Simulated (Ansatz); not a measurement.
System: K, space group Im-3m (No. 229).

Structure:
```yaml
crystal:
  lattice:
    - [-2.61800, 2.61800, 2.61800]
    - [2.61800, -2.61800, 2.61800]
    - [2.61800, 2.61800, -2.61800]
  atoms:
    - { symbol: K, position: [0.00000, 0.00000, 0.00000] }
```

How it was computed, with Ansatz 0.2.0: homogeneous strain of a crystal along one Voigt pattern with engineering shear, fractional coordinates fixed, by plane-wave density functional theory with PAW datasets, free energies less that of the undisturbed cell, pressure positive in compression; scalar-relativistic. Level: PBEsol, no spin polarisation.

- wave cutoff: 420 eV
- k mesh: 14×14×14
- occupations: Gaussian
- smearing width: 0.15 eV
- k shift: (0, 0, 0) (mesh steps)
- start: as given
- strain pattern: (0, 0, 0, 0, 0, 1) (xx yy zz yz xz xy with engineering shear)

The points at strain −0.03, −0.01, 0.02 and 0.04 follow from computed ones by symmetry.

What does the calculation give for the energy change, tensile stress summed over the strain pattern and pressure against strain? The strain takes the values −0.040, −0.030, −0.020, −0.010, 0.000, 0.005, 0.010, 0.015, 0.020, 0.025, 0.030, 0.035, 0.040.

The energy change is 0.99 meV/atom at strain −0.040 and 0.99 meV/atom at 0.040; the lowest computed point is at strain 0.000 (0.00 meV/atom). The tensile stress summed over the strain pattern rises from −0.112 GPa at strain −0.040 to 0.112 GPa at 0.040, and changes sign near 0.000. The pressure goes from −0.039 GPa at strain −0.040 to −0.039 GPa at 0.040, not monotonically, with a low of −0.042 GPa at −0.020. The slope of stress against strain at the start, which at zero pressure is the clamped-ion constant C66, is 2.8 GPa. The second derivative of tensile stress is 0 GPa.

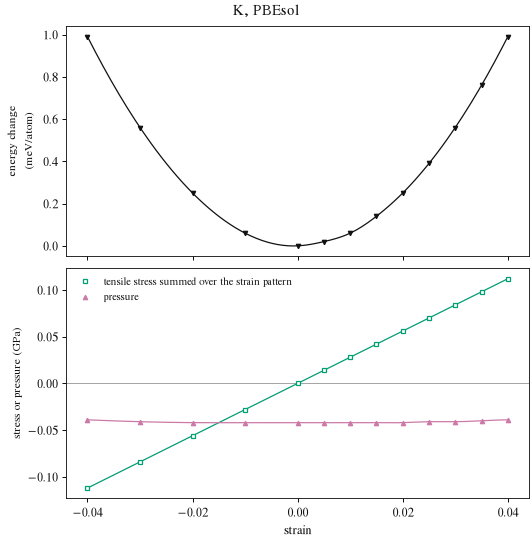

Note: reference crystal is not relaxed.
